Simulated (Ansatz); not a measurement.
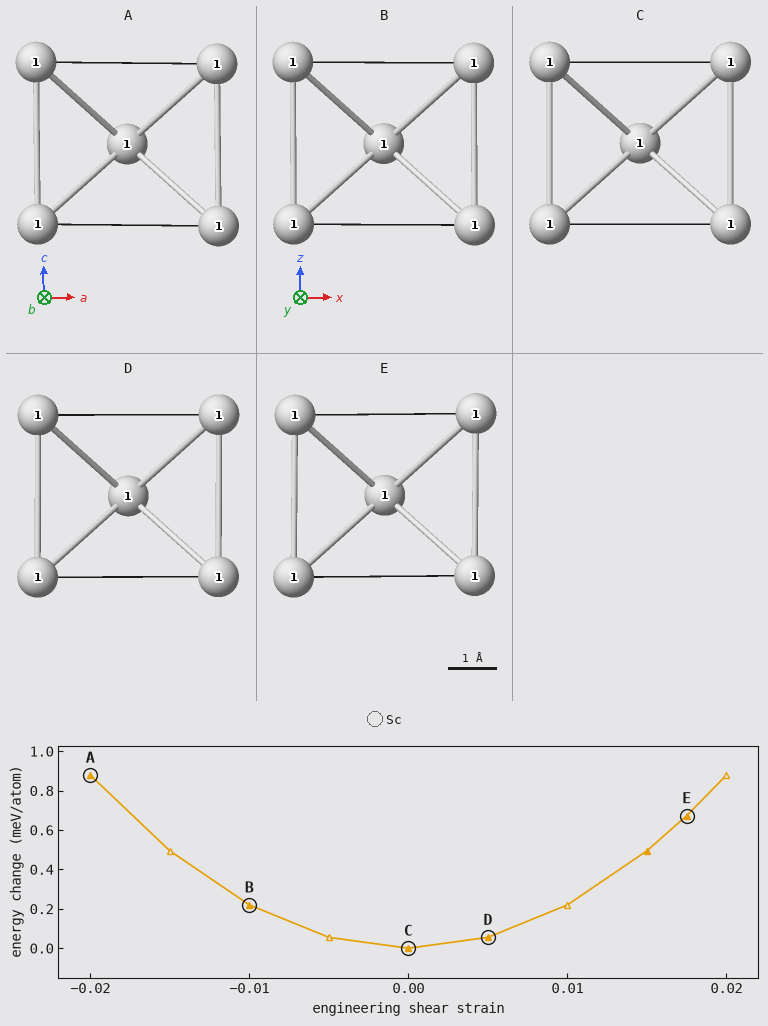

A scan of crystalline Sc (I4/mmm): the cell is strained in shear in the xz plane, with the atoms kept at their fractional coordinates. x, y and z are the Cartesian axes of the input. The lettered frames are marked on the plot. Hollow markers are points alike by symmetry, not computed again. The picture is a ball-and-stick view of the conventional cell (2 times the calculation's cell), seen along the b axis. Lengths and directions refer to the drawn axes.

Method: Ansatz, DFT PBE, scalar-relativistic, plane waves, PAW. (plane-wave cutoff 420 eV; k-point mesh 18 × 18 × 18; occupations gaussian; smearing width 0.15 eV; no spin polarisation). Energies (free energies at the smearing named) are counted from the cell as listed in its source, which wasn't relaxed.

**What does the scan show?**

The lowest computed point lies at the strain 0.00 (0.00 meV/atom). At the ends of the scan the energy is 0.88 meV/atom (−0.02) and 0.88 meV/atom (0.02). The unrelaxed reference is under a pressure of −0.8 GPa. The distortion takes the space group from I4/mmm to C2/m. At the strain −0.02 the cell of the drawing goes β 90.0° → 91.1°.
